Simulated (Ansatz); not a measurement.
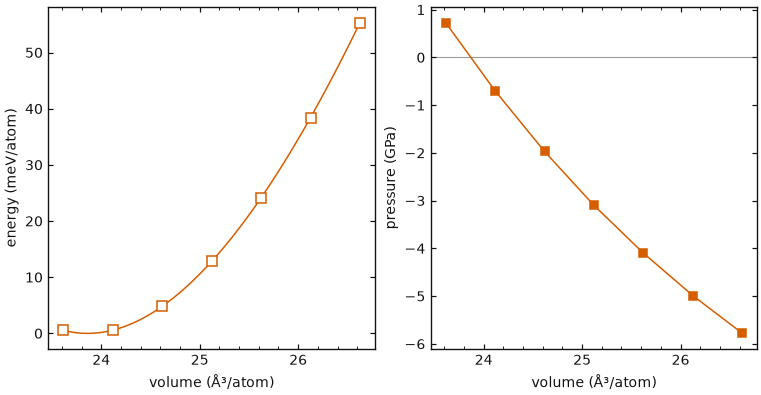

The plot gives the computed energy and pressure against volume for CdS, space group P6_3mc (No. 186).

Cell as given: a = 4.150 Å, b = 4.150 Å, c = 6.737 Å, α = 90.00°, β = 90.00°, γ = 120.00°; 4 atoms.

Calculation (Ansatz 0.2.0): all-electron LAPW DFT, no spin polarisation; energies at scaled volumes of the given cell, shape and fractions fixed, counted from the fit's minimum, third-order Birch-Murnaghan fit. Level: LDA.

- k mesh: 7×7×4
- occupations: Fermi–Dirac
- smearing width: 0.05 eV
- potentials: all electron LAPW, scalar relativistic
- program settings: basis error eV/atom 0.002

### What equilibrium volume and bulk modulus follow from the curve?

A third-order Birch–Murnaghan fit gives V0 = 23.86 Å³/atom, B0 = 67.8 GPa and B′ = 4.6.

### Read off the course of the pressure.

It falls from 0.73 GPa at volume 23.61 Å³/atom to −5.78 GPa at 26.63 Å³/atom, and changes sign near 23.87 Å³/atom.

Keep in mind: shape and atomic fractions are frozen while scaling, which makes layered, chain and framework solids too stiff.

The computed values:

| volume (Å³/atom) | energy (meV/atom) | pressure (GPa) |
| --- | --- | --- |
| 23.61 | 0.55 | 0.73 |
| 24.12 | 0.57 | −0.70 |
| 24.62 | 4.81 | −1.97 |
| 25.12 | 12.80 | −3.10 |
| 25.62 | 24.13 | −4.10 |
| 26.13 | 38.42 | −4.99 |
| 26.63 | 55.34 | −5.78 |
